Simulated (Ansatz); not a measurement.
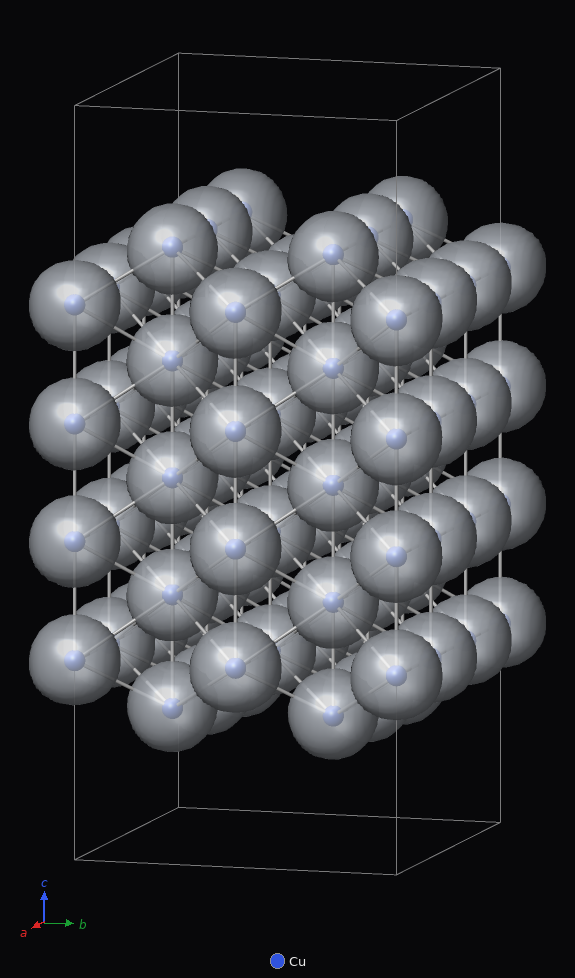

*Cu (slab). Isosurface of the valence charge density (pseudo) at 0.4 e/Å³ (grey), seen slightly off an axis. Sticks mark near contacts.*

Computed without spin polarisation.

All numbers below come from DFT PBE, scalar-relativistic, plane waves, PAW in Ansatz 0.2.0.

Input file:

```
crystal:
  lattice:
    - [2.5666196055, 0.0, 0.0]
    - [0.0, 3.6297482556, 0.0]
    - [0.0, 0.0, 25.266478422]
  atoms:
    - { symbol: Cu, position: [0.5, 0.5, 0.2968359846] }
    - { symbol: Cu, position: [0.0, 0.0, 0.3476269885] }
    - { symbol: Cu, position: [0.5, 0.5, 0.3984179923] }
    - { symbol: Cu, position: [0.0, 0.0, 0.4492089962] }
    - { symbol: Cu, position: [0.5, 0.5, 0.5] }
    - { symbol: Cu, position: [0.0, 0.0, 0.5507910038] }
    - { symbol: Cu, position: [0.5, 0.5, 0.6015820077] }
    - { symbol: Cu, position: [0.0, 0.0, 0.6523730115] }
    - { symbol: Cu, position: [0.5, 0.5, 0.7031640154] }
basis:
  ecutwfc: 420
kpoints:
  mp_grid: { grid: [13, 10, 1] }
hamiltonian:
  xc: pbe
scf:
  occupations: { method: gaussian, width: 0.1 }
output:
  forces: true
  eigenvalues: true
  write_density: true
  write_potential: true
  elf: true
  volumetric_format: npy
relax:
  adjacent_minimum: "off"
  f_tol: 0.02
  max_steps: 60
efield:
  axis: 3
  dipole_correction: true
  ramp_width: 0.04
```

Launched as:

```sh
ansatz run input.yaml --threads 1 --pin off --max-ram 2560MiB --backend cpu --events-out ev --progress --plain --runs-dir out
```

The fields are those of the run's last geometry, not of the input's.

Q: Which contacts does the surface bridge?

A: At this value the density breaks into separate islands; it holds about 90 % of the electrons treated as valence (semicore included). It bridges none of the near contacts. It is pinched off along the sampled Cu–Cu (2.48 Å), Cu–Cu (2.56 Å) and Cu–Cu (2.60 Å) contacts. On the grid the lowest density along these lines, outside the cores, is 0.29 e/Å³ (Cu–Cu, 2.48 Å), 0.26 e/Å³ (Cu–Cu, 2.56 Å) and 0.24 e/Å³ (Cu–Cu, 2.60 Å).
